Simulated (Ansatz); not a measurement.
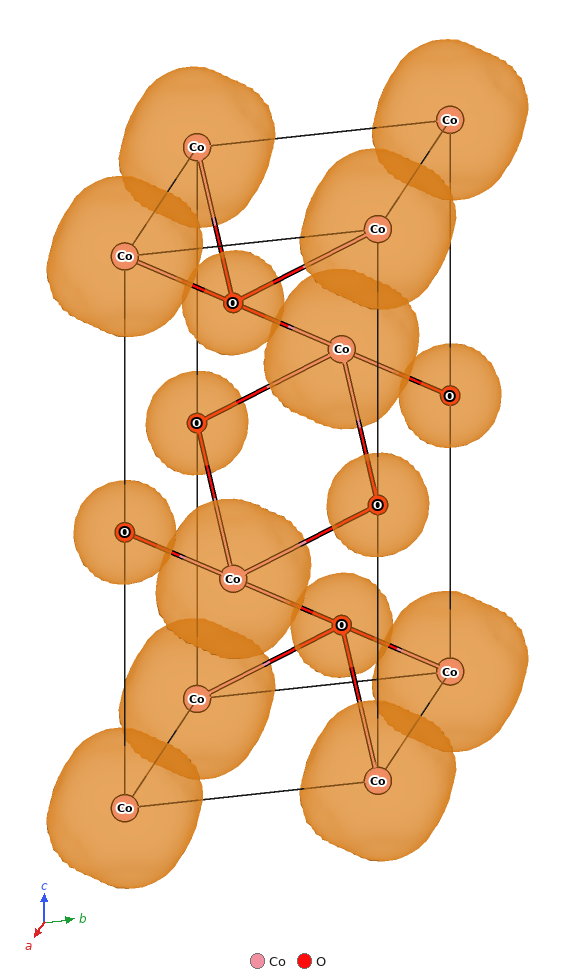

The picture shows: CoO. Isosurface of the spin density at +0.1 e/Å³ (orange), seen at an oblique angle. Sticks mark near contacts.

Space group R-3m; changed on purpose from its base cell (band edges of the strained film's bulk); spin-polarised.

Computed with DFT PBEsol, scalar-relativistic, plane waves, PAW (Ansatz 0.2.0).

In a PAW calculation such maps are meaningful between the atoms, not at the nuclei.

Where is the spin, and how is it ordered?

Answer. The spin density sits on Co: +2.3 μB (×3) in one cell of 6 atoms, with smaller moments on other sites: O (up to +0.27 μB): parallel main moments (a ferromagnetic arrangement) in this solution. The cell of the calculation (2 atoms) carries 2.7 μB of net spin moment.
